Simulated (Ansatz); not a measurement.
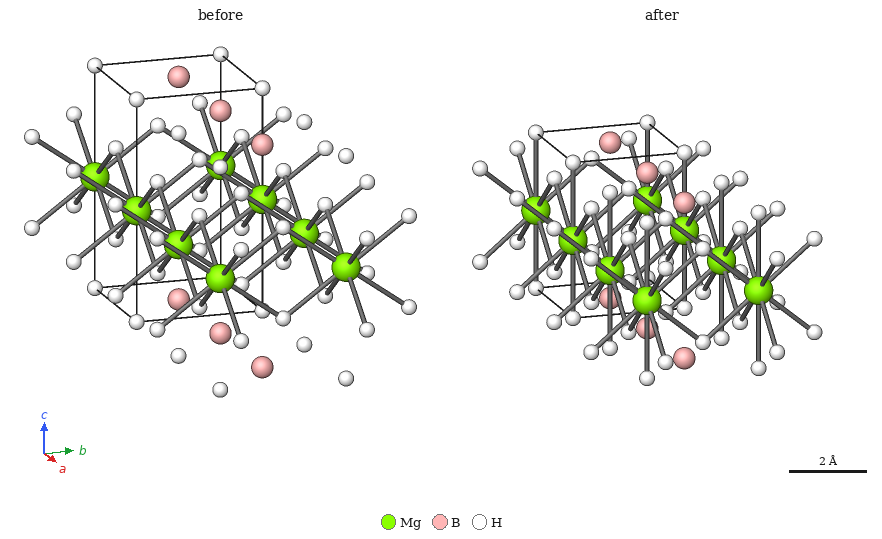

The structure of solid MgBH$_{5}$ (built on the SiSnPd5-123 type type) before (left) and after (right) a relaxation, at one scale.

The picture is a ball-and-stick view of the cell of the calculation, repeated 3 × 1 × 1 with one cell outlined, seen slightly off an axis.

The calculation used DFT, PBEsol, plane waves, PAW (Ansatz 0.2.0). (plane-wave cutoff 420 eV; k-point mesh 6 × 6 × 4; occupations fermi dirac; smearing width 0.03 eV; no spin polarisation; cell and atoms relaxed; force threshold 0.01 eV/Å; at most 120 steps)

Q: Summarise the run.

A: The energy falls by 457 meV per atom in 13 accepted moves (17 points after the start). Largest force component: 0.11 eV/Å at the start, 0.00057 eV/Å at the end. The pressure goes from −13.01 to −0.03 GPa. The line search rejected the trial steps at points 10, 11 of the run. At 2 points the geometry stayed and the basis and grid were re-selected for the new cell (energy shift of 1.3 meV per atom at most each time). The largest moves relative to the cell, 0.41 Å, are those of H atoms. Mg and B stay in place. The volume changes by −45.0 %, with a = b 3.487 → 3.092 Å (−11.3 %), c 6.075 → 4.247 Å (−30.1 %). Some distances before and after: H–Mg 3.038 → 2.124 Å, H–Mg 2.142 → 2.005 Å. New bonds form, among them: H–Mg (3.04 → 2.12 Å). Bond angles that change, for instance: Mg–H–Mg 109.0° → 100.9°. The space group stays P4/mmm (No. 123). The run took 11 s on 4 threads of Arm Neoverse V1 (shared host), peak memory 0.35 GiB.
